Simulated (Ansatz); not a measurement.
This input was run:

```
crystal:
  lattice:
    - [0.0, 3.0021130771, 3.0021130771]
    - [3.0021130771, 0.0, 3.0021130771]
    - [3.0021130771, 3.0021130771, 0.0]
  atoms:
    - { symbol: Sn, position: [0.0, 0.0, 0.0] }
    - { symbol: Se, position: [0.5, 0.5, 0.5] }
kpoints:
  mp_grid: { grid: [8, 8, 8] }
  band_path:
    path:
      - [[0.0, 0.0, 0.0], [0.5, -1.400241036626e-34, 0.5], [0.625, 0.25, 0.625]]
      - [[0.375, 0.375, 0.75], [0.0, 0.0, 0.0], [0.5, 0.5, 0.5], [0.5, 0.25, 0.75], [0.5, -1.400241036626e-34, 0.5]]
    npoints: 10
hamiltonian:
  xc: pbe
scf:
  occupations: { method: fermi_dirac, width: 0.02 }
  n_extra_bands: 4
output:
  forces: true
  stress: true
  eigenvalues: true
```

Run as:
```bash
ansatz run input.yaml --threads 2 --pin off --max-ram 2211MiB --backend cpu --events-out ev --progress --plain --runs-dir out
```

Predict the main features of the band structure. The path is Γ–X–U|K–Γ–L–W–X.

The bands leave a gap. The gap along this path is 0.13 eV and direct: both edges lie between L and W. The direct gaps are 6.68 eV at X, 2.31 eV at W and 0.62 eV at L.

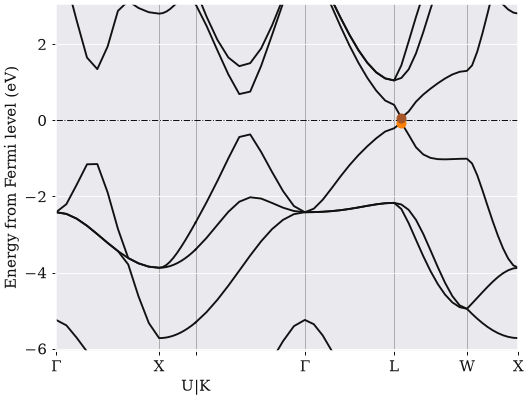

Band structure. Energies are counted from the Fermi level, put mid-gap where there is a gap.
